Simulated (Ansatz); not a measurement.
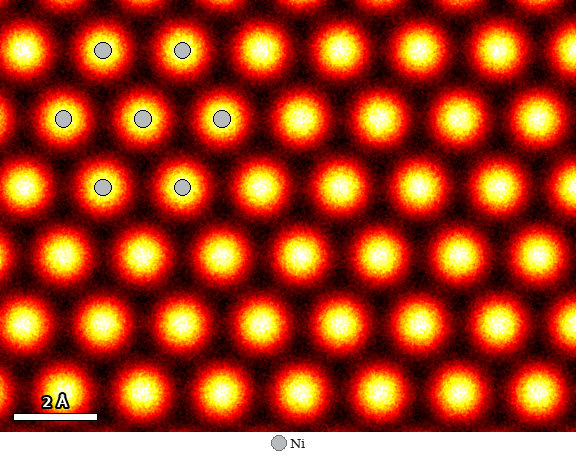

HAADF-like image of Ni (Pm-3m, No. 221) along [111]. Simulation: incoherent imaging, intensity Z^1.7 per atom, probe width 1.18 Å, thin sample. The probe carries 15 % of its weight in a tail 2.5 times as wide. Shot noise was added. Atomic positions: the geometry relaxed with DFT, RPBE, plane waves (420 eV) with PAW, scalar-relativistic (Ansatz 0.2.0); the starting structure was generated, so it need not be a known form of this composition.

Coloured dots in one corner mark the columns of the model.

> Interpret the image.

The columns repeat on a hexagonal net with a repeat of 1.92 Å (plane group p6mm). All columns are alike (Ni). The shortest distance between visible columns is 1.92 Å in projection. Along the beam the structure repeats every 4.08 Å.
